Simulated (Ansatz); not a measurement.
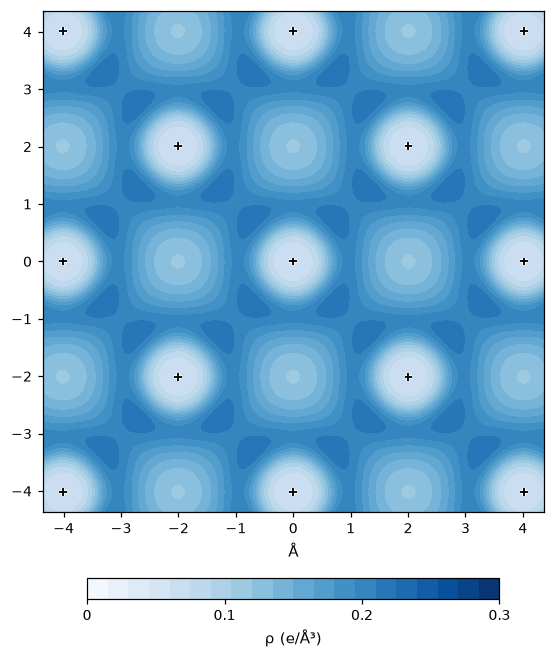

The valence charge density (pseudo) on a plane through atoms (crosses mark nuclei in the plane).

All numbers below come from DFT, PBEsol, PAW with Ansatz's default frozen-core files, scalar-relativistic; relaxation of cell and atoms in Ansatz 0.2.0.

Candidates:
A. Al, a = 4.01 Å, b = 4.01 Å, c = 4.01 Å, α = 90.00°, β = 90.00°, γ = 90.00°. Space group Fm-3m; computed without spin polarisation.
B. KI, a = 6.24 Å, b = 6.24 Å, c = 6.24 Å, α = 90.00°, β = 90.00°, γ = 90.00°. Space group Fm-3m; computed pressure about 10 GPa in this cell.

### Which system is this?

Candidate A: Al on the (100) plane of the conventional cell, which holds Al. Al–Al (2.84 Å): ρ at the midpoint is about 0.21 e/Å³.
